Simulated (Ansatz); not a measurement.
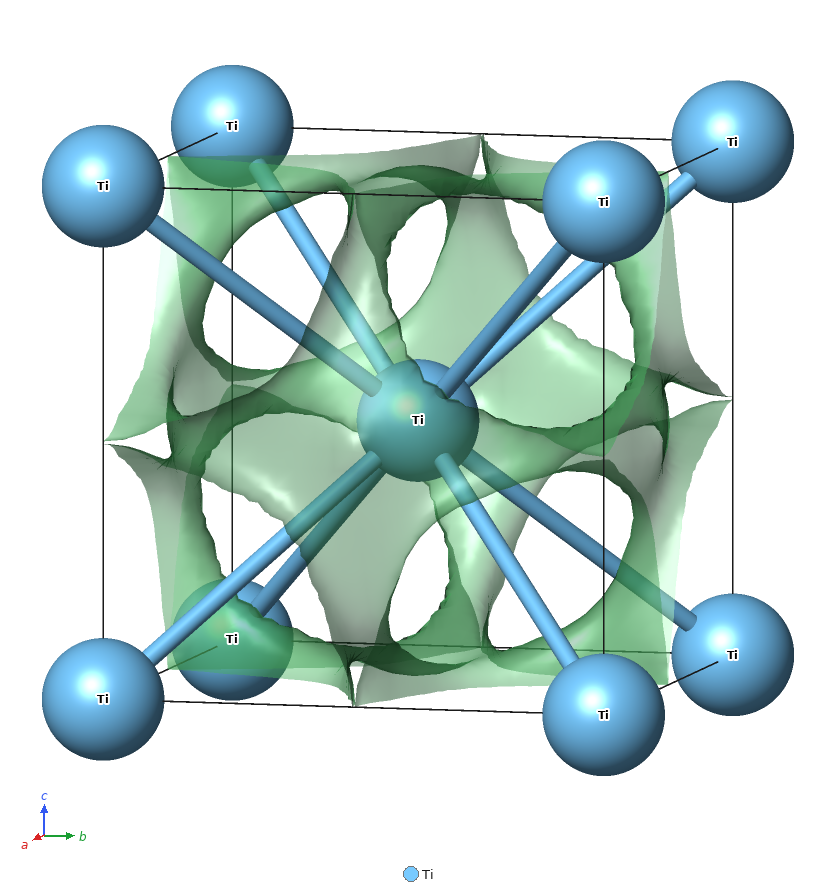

Figure. Ti. Isosurface of the ELF at 0.6 (green), seen slightly off an axis. Core shells and regions of very low density are left out. Sticks mark near contacts.

Space group Im-3m; computed pressure about −9 GPa in this cell.

These are results of Kohn-Sham DFT of a periodic cell, CAM-B3LYP, Ansatz PAW in Ansatz, not measurements.

Core electrons are frozen (PAW), and the valence fields are smoothed inside the atomic spheres.

**Describe the localisation domains.**

The surface consists of one network that runs through the whole crystal, counted in one cell of 2 atoms. Any copies at cell faces, edges or corners count once. There are no localised bonds or lone pairs at this value.

Values along the shortest contacts:
Ti–Ti (2.88 Å): the ELF is about 0.15 at the midpoint: no shared electron pair shows on this line.

**Does the calculation make it a metal, or give it a gap?**

It is gapless in this calculation (a metal or semimetal).
